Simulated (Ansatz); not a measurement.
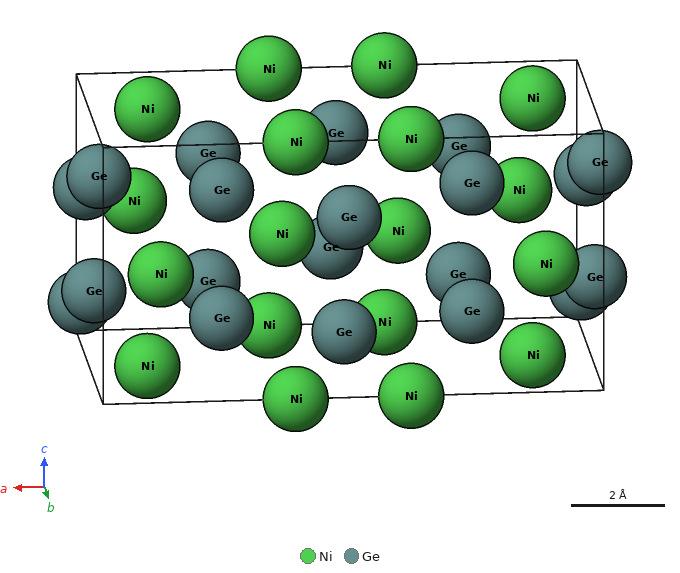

Fig. 1: The input geometry (spheres-only view of the cell 2 times as large as that of the calculation, set on its symmetry axes, seen at an oblique angle).

## Run report: NiGe2, band-structure calculation (part 1 of 2)

NiGe2 (Cmce, 12 atoms in the cell), computed with DFT r2SCAN, scalar-relativistic, plane waves, PAW, no spin polarisation (Ansatz 0.2.0).

The structure was made by a generator, so it may or may not be a known phase. Figures and captions count atoms from 1; the log counts them from 0 in places.

Input file
```yaml
crystal:
  lattice:
    - [5.4659146044, -2.9043462987, 0.0]
    - [5.4659146044, 2.9043462987, 0.0]
    - [0.0, 0.0, 5.8022985137]
  atoms:
    - { symbol: Ni, position: [0.6153780366, 0.6153780366, 0.0] }
    - { symbol: Ni, position: [0.8846219634, 0.8846219634, 0.5] }
    - { symbol: Ni, position: [0.3846219634, 0.3846219634, 0.0] }
    - { symbol: Ni, position: [0.1153780366, 0.1153780366, 0.5] }
    - { symbol: Ge, position: [0.3453202624, 0.6546797376, 0.3436287452] }
    - { symbol: Ge, position: [0.1546797376, 0.8453202624, 0.8436287452] }
    - { symbol: Ge, position: [0.8453202624, 0.1546797376, 0.1563712548] }
    - { symbol: Ge, position: [0.6546797376, 0.3453202624, 0.6563712548] }
    - { symbol: Ge, position: [0.5013400459, 0.9986599541, 0.25] }
    - { symbol: Ge, position: [0.9986599541, 0.5013400459, 0.75] }
    - { symbol: Ge, position: [0.4986599541, 0.0013400459, 0.75] }
    - { symbol: Ge, position: [0.0013400459, 0.4986599541, 0.25] }
basis:
  ecutwfc: 500
kpoints:
  mp_grid: { grid: [8, 8, 8] }
  band_path:
    path:
      - [[0.0, 0.0, 0.0], [0.5, 0.5, 0.0], [0.32058479, 0.67941521, 0.0]]
      - [[-0.32058479, 0.32058479, 0.0], [0.0, 0.0, 0.0], [0.0, 0.0, 0.5], [-0.32058479, 0.32058479, 0.5]]
      - [[0.32058479, 0.67941521, 0.5], [0.5, 0.5, 0.5], [0.5, 0.5, 0.0]]
      - [[0.0, 0.0, 0.0], [0.0, 0.5, 0.0], [0.0, 0.5, 0.5], [0.0, 0.0, 0.5], [0.5, 0.5, 0.5]]
    npoints: 10
hamiltonian:
  xc: r2scan
scf:
  occupations: { method: gaussian, width: 0.1 }
  n_extra_bands: 30
output:
  forces: true
  stress: true
  eigenvalues: true
  populations: true
  dos: { projected: true, de: 0.02, nscf_kmesh: { grid: [10, 10, 10] } }
  bader: false
  write_density: true
  write_potential: true
  elf: true
  volumetric_format: npy
```

Machine: 4 threads of Intel Xeon (Granite Rapids), 176 GiB of memory available, shared host.

Launched with:
```bash
ansatz run input.yaml --threads 4 --pin off --max-ram 8192MiB --backend cpu --events-out ev --progress --plain --runs-dir out
```

What the program printed
```
scf.n_extra_bands = 30 over 92 filled bands (N_el = 184.0): the run solves 122 bands
Engine: ansatz 0.2.0, x86_64-unknown-linux-gnu
Pseudopotentials: kind: paw
Pseudopotential: Ni, paw, valence charge 18, recommended cutoff 500 eV (meta_gga), Ni.paw.azcp
Pseudopotential: Ge, paw, valence charge 14, recommended cutoff 500 eV (meta_gga), Ge.paw.azcp
Functional definition: r2SCAN
  parameter k0 = 0.174
  parameter k1 = 0.065
  parameter a1 = 4.9479
  exchange = r2scan_x(k0 = k0, k1 = k1, a1 = a1)
  correlation = r2scan_c
Crystal: 12 atoms, lattice volume = 184.222 Å³
Basis set: ecut = 500 eV, 4677 PW (Γ), exchange–correlation on 192×192×180 points (64 copies of the dense FFT grid, shifted against one another)
Bands: 122, of which v1, the nominal top of the filled ones, is band 92 counted from 1 (91 counted from 0)
Symmetry: 8 space group operations
Space group: Cmce (ITA 64), of the structure as read, at distance tolerance 5.7e-5 Å
k-points: 105 of 512
Non-local potential: Ni, projectors of the file, l = 0: 3, l = 1: 2, l = 2: 3, l = 3: 1
Non-local potential: Ge, projectors of the file, l = 0: 2, l = 1: 2, l = 2: 3, l = 3: 1
PAW form: soft (Blöchl's): semilocal exchange-correlation on the pseudo side does not see the compensation charge
PAW frozen core: Ni, regenerated for the run's functional (the file was generated under x = pbe(κ = 0.804, μ = 0.2195149727645171), c = pbe(β = 0.06672455060314922))
PAW frozen core: Ge, regenerated for the run's functional (the file was generated under x = pbe(κ = 0.804, μ = 0.2195149727645171), c = pbe(β = 0.06672455060314922))
PAW one-centre angular grid: Ni, 590 points (default); XC on 160 Gauss nodes
PAW one-centre angular grid: Ge, 590 points (default); XC on 160 Gauss nodes
Initial density: superposition of atomic densities (neutral atoms: chi_scale 0, normalization atom), corrected by the library's trained network
Initial wavefunctions: pseudopotential atomic-orbital guess
Functional: x = r2scan, c = r2scan; τ floored in thin density (d = 2e-4 eV/Å³)
SCF iter   1: F=—  HF=-57805.161110 eV  |F-HF|=—  |Δ(HF+E_count)|=         —  Δρ=2.75e-2  dr2=1.11e0  dr2_τ=1.97e-1  ethr=1.77e-3  ⟨swp⟩=5.0  Hψ=44255  notcnv=0  defer=1215
preconditioner: auto → Kerker (q_TF=auto, 2.728 Å⁻¹)  [metal: Δε(μ)=0.030 eV  Ē_g=21.782 eV  σ=0.100 eV  W_gap=0.16  n_scr=70 (ndim 8)  ℏωp=33.7 eV  f_vac=0.003  D(μ)=3.82/eV (n_scr^D=20)]
SCF iter   2: F=—  HF=-57805.508645 eV  |F-HF|=—  |Δ(HF+E_count)|=   3.48e-1  Δρ=3.21e-2  dr2=1.18e0  dr2_τ=6.81e-3  ethr=6.02e-4  ⟨swp⟩=2.7  Hψ=18764  notcnv=0  defer=2388
SCF iter   3: F=—  HF=-57805.373013 eV  |F-HF|=—  |Δ(HF+E_count)|=   1.36e-1  Δρ=5.20e-3  dr2=4.43e-2  dr2_τ=2.19e-4  ethr=6.02e-4  ⟨swp⟩=2.0  Hψ=13684  notcnv=0  defer=2388
SCF iter   4: F=—  HF=-57805.368422 eV  |F-HF|=—  |Δ(HF+E_count)|=   4.59e-3  Δρ=2.25e-3  dr2=4.58e-3  dr2_τ=7.82e-5  ethr=2.41e-5  ⟨swp⟩=1.5  Hψ=14926  notcnv=0  defer=2387
SCF iter   5: F=—  HF=-57805.369646 eV  |F-HF|=—  |Δ(HF+E_count)|=   1.22e-3  Δρ=1.58e-3  dr2=2.85e-3  dr2_τ=2.23e-5  ethr=2.49e-6  ⟨swp⟩=2.0  Hψ=19670  notcnv=0  defer=2387
SCF iter   6: F=—  HF=-57805.370226 eV  |F-HF|=—  |Δ(HF+E_count)|=   5.81e-4  Δρ=2.62e-4  dr2=2.02e-4  dr2_τ=4.80e-6  ethr=1.55e-6  ⟨swp⟩=2.0  Hψ=14178  notcnv=0  defer=2387
SCF iter   7: F=—  HF=-57805.370289 eV  |F-HF|=—  |Δ(HF+E_count)|=   6.29e-5  Δρ=5.81e-4  dr2=4.61e-4  dr2_τ=6.73e-7  ethr=1.10e-7  ⟨swp⟩=2.0  Hψ=18767  notcnv=0  defer=2387
SCF iter   8: F=—  HF=-57805.370230 eV  |F-HF|=—  |Δ(HF+E_count)|=   5.93e-5  Δρ=3.81e-5  dr2=2.89e-6  dr2_τ=4.30e-8  ethr=1.10e-7  ⟨swp⟩=2.0  Hψ=13069  notcnv=0  defer=2387
SCF iter   9: F=—  HF=-57805.370170 eV  |F-HF|=—  |Δ(HF+E_count)|=   5.98e-5  Δρ=3.44e-5  dr2=1.71e-6  dr2_τ=1.08e-8  ethr=1.57e-9  ⟨swp⟩=2.0  Hψ=18501  notcnv=0  defer=2387
SCF iter  10: F=-57805.370170 eV  HF=-57805.370170 eV  |F-HF|=2.66e-8  |Δ(HF+E_count)|=   3.26e-7  Δρ=7.36e-6  dr2=8.04e-8  dr2_τ=8.72e-10  ethr=5.43e-11  ⟨swp⟩=13.8  Hψ=106433  notcnv=0
SCF 1 converged in 10 iterations: F = -57805.370170 eV  dr2 = 8.04e-8
  greatest PAW one-centre occupation: 1.001 electrons in one spin orbital (limit 2), on the Ni atom at site 3 (counted from 0), in its partial waves of l = 1
```

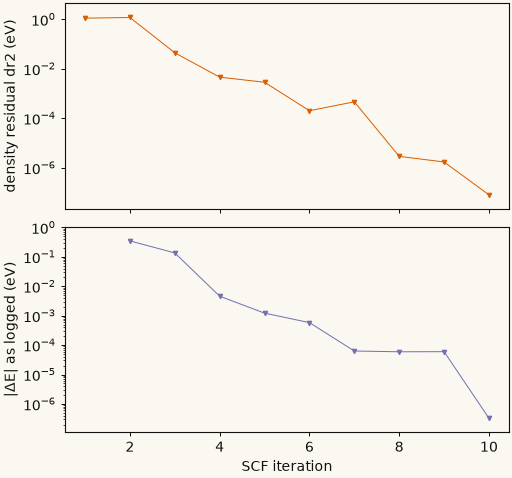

Fig. 2: Convergence of the self-consistent field: density residual dr2 and size of the energy change against the SCF iteration. The residual comes down, with one marked jump up, by a factor of about 2.5, at step 7.

```
NSCF: frozen V_eff on 114 k-points
NSCF: frozen V_eff on 186 k-points
SCF converged after 10 iterations
Free energy (F): -57805.370170 eV
Harris-Foulkes:  -57805.370170 eV  (|F-HF|=2.66e-8)
Internal energy: -57805.349893 eV  (E = F + TS)
E sigma→0 (E₀):  -57805.360032 eV
Entropy (-TS):   -0.020276 eV (-1.690 meV/atom)
Fermi energy:    13.553607 eV
--- Per-component energies (eV) ---
  E_band       = -2304.180984
  E_kinetic    = 2023.271614
  E_local      = -33514.301034  (includes V_loc(G=0)·N_el)
  E_nonlocal   = 5922.687896
  E_hartree    = 14533.215724
  E_xc         = -869.428172
  E_vxc        = -1015.008285  (∫ρ·V_xc dr)
  E_paw        = -22853.278243  (= ΣΔE_a)
  E_vpaw       = -4853.453999  (= ΣTr[D̂ρ^β])
  E_aug_tail   = 0.001041  (compensation charges beyond the density's cutoff)
  E_vtau       = 66.193316  (kinetic-family band-sum trace: ∫τ·v_τ [+ j·A + Jᵃ·Aᵃ] dr)
  E_ewald      = -23037.632319
  E_core_change = -9.886400  (= ΣΔE_core)
  E_smearing   = -0.020276  (= −TS)
  E_closure    = -0.000000  (closes the sum)
  Σ components = -57805.370170   (vs F -57805.370170, Δ=0.00e0)
--- Forces (eV/Å), atoms counted from 1 ---
  atom   1  Ni    -0.01686543    -0.00000000     0.00000000
  atom   2  Ni     0.01686543    -0.00000000    -0.00000000
  atom   3  Ni     0.01686543     0.00000000     0.00000000
  atom   4  Ni    -0.01686543     0.00000000     0.00000000
  atom   5  Ge     0.00000000     0.02337645    -0.03849810
  atom   6  Ge    -0.00000000    -0.02337645    -0.03849810
  atom   7  Ge     0.00000000     0.02337645     0.03849810
  atom   8  Ge    -0.00000000    -0.02337645     0.03849810
  atom   9  Ge     0.00000000    -0.08342289     0.00000000
  atom  10  Ge     0.00000000     0.08342289     0.00000000
  atom  11  Ge    -0.00000000     0.08342289    -0.00000000
  atom  12  Ge    -0.00000000    -0.08342289    -0.00000000
  max |Σ_I F_I| component: 2.43e-17 eV/Å
--- Stress (GPa, compression-positive) ---
       -4.305655      -0.000000       0.000000
       -0.000000      -4.252830      -0.000000
        0.000000      -0.000000      -4.315352
  P = ⅓ Tr σ = -4.2913 GPa (-42.913 kbar)
--- Band table (eV; the first three rows and the last of 105) ---
  k-point 0: bands = ["-93.6823", "-93.6823", "-93.6774", "-93.6774", "-52.6354", "-52.6354", "-52.6302", "-52.6302", "-52.6183", "-52.6183", "-52.6132", "-52.6131", "-52.6129", "-52.6128", "-52.5601", "-52.5601", "-12.0802", "-12.0585", "-12.0287", "-12.0173", "-12.0145", "-11.9969", "-11.9931", "-11.9899", "-11.9898", "-11.9889", "-11.9740", "-11.9735", "-11.9710", "-11.9691", "-11.9679", "-11.9602", "-11.9549", "-11.9532", "-11.9341", "-11.9282", "-11.9271", "-11.9223", "-11.9221", "-11.9205", "-11.9203", "-11.9184", "-11.9154", "-11.9127", "-11.8924", "-11.8921", "-11.8876", "-11.8831", "-11.8794", "-11.8763", "-11.8705", "-11.8658", "-11.8646", "-11.8505", "-11.8395", "-11.8192", "-0.2532", "3.4275", "3.7510", "4.3242", "4.4913", "4.7274", "6.5458", "6.5574", "6.7233", "7.0025", "7.6982", "8.3649", "9.3893", "9.4262", "9.4606", "9.5246", "9.7965", "10.0281", "10.4138", "10.6632", "10.6958", "10.9360", "11.0212", "11.0888", "11.2007", "11.3297", "11.5567", "11.5605", "11.6081", "11.7074", "12.0923", "12.2103", "12.2311", "12.3786", "12.5242", "12.8806", "12.9846", "13.1192", "13.3969", "14.7490", "15.9383", "16.4479", "16.4854", "18.3566", "18.3805", "18.4610", "18.8290", "19.5821", "19.6033", "20.0881", "21.1636", "21.2072", "21.6455", "21.7569", "21.7898", "21.8078", "22.4229", "22.6266", "23.5473", "23.5945", "23.6645", "24.0745", "24.7093", "24.9108", "25.3292", "25.4827"]
  k-point 1: bands = ["-93.6823", "-93.6823", "-93.6774", "-93.6774", "-52.6354", "-52.6354", "-52.6302", "-52.6302", "-52.6183", "-52.6183", "-52.6132", "-52.6131", "-52.6129", "-52.6128", "-52.5601", "-52.5601", "-12.0793", "-12.0595", "-12.0279", "-12.0164", "-12.0110", "-12.0013", "-12.0003", "-11.9881", "-11.9835", "-11.9814", "-11.9739", "-11.9733", "-11.9724", "-11.9660", "-11.9660", "-11.9612", "-11.9555", "-11.9535", "-11.9351", "-11.9271", "-11.9259", "-11.9257", "-11.9233", "-11.9211", "-11.9193", "-11.9174", "-11.9165", "-11.9097", "-11.8937", "-11.8922", "-11.8877", "-11.8839", "-11.8833", "-11.8778", "-11.8667", "-11.8654", "-11.8650", "-11.8505", "-11.8431", "-11.8231", "-0.1817", "2.9671", "3.8037", "4.3856", "4.7595", "4.7778", "6.3842", "6.6301", "6.8189", "7.0138", "7.6852", "8.2072", "9.2752", "9.3828", "9.4314", "9.6208", "9.9208", "9.9351", "10.4332", "10.5595", "10.7712", "10.9385", "11.0830", "11.1016", "11.1418", "11.3227", "11.5194", "11.6278", "11.6695", "11.7005", "11.7430", "12.0577", "12.1380", "12.4442", "12.7688", "13.1710", "13.1925", "13.2237", "13.7758", "14.9767", "16.2614", "16.4702", "16.5062", "17.5084", "18.2666", "18.4827", "18.8516", "19.6316", "19.6498", "20.1470", "20.6863", "20.9245", "21.0441", "21.4548", "21.5385", "21.7799", "22.4254", "22.4595", "23.3627", "23.7645", "23.8786", "24.3332", "24.5279", "24.8173", "24.8186", "25.1707"]
```
